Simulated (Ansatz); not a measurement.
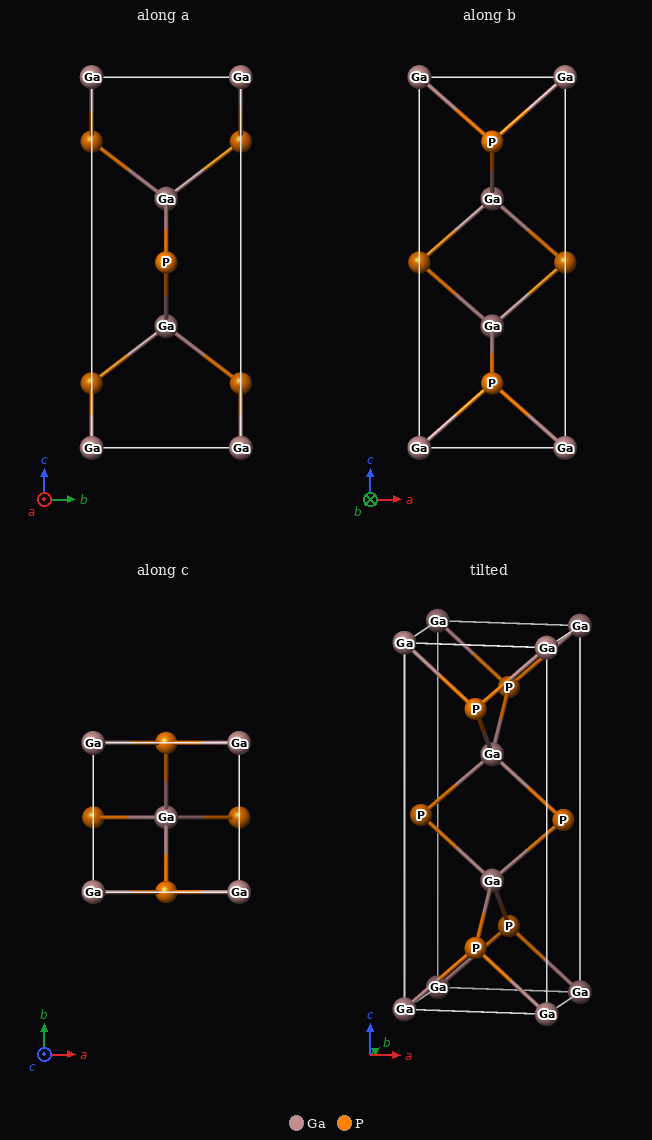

The crystal in a ball-and-stick representation, seen along the a axis, along the b axis, along the c axis and slightly off an axis. One conventional unit cell is framed, with atoms on its boundary repeated.

Lattice parameters: a = 3.6741 Å, b = 3.7558 Å, c = 9.3364 Å, α = 90.000°, β = 90.000°, γ = 90.000°.

Question: From the views, write a CIF in P1 with every atom of the cell, with free fractional coordinates to two decimals.

Answer:
```cif
data_structure
_symmetry_space_group_name_H-M 'P 1'
_symmetry_Int_Tables_number 1
_cell_length_a 3.6741
_cell_length_b 3.7558
_cell_length_c 9.3364
_cell_angle_alpha 90.000
_cell_angle_beta 90.000
_cell_angle_gamma 90.000
_cell_volume 128.83
loop_
_atom_site_label
_atom_site_type_symbol
_atom_site_fract_x
_atom_site_fract_y
_atom_site_fract_z
_atom_site_occupancy
Ga1 Ga 0.50 0.50 0.67 1
Ga2 Ga 0.50 0.50 0.33 1
Ga3 Ga 0.00 0.00 0.00 1
P1 P 0.50 0.00 0.83 1
P2 P 0.00 0.50 0.50 1
P3 P 0.50 0.00 0.17 1
```

The structure was taken from a structure type filled with these elements by a generator (whether the compound takes this form wasn't checked). Earlier steps of the study may have refined or changed the cell and positions. A calculation with Ansatz used it as input.
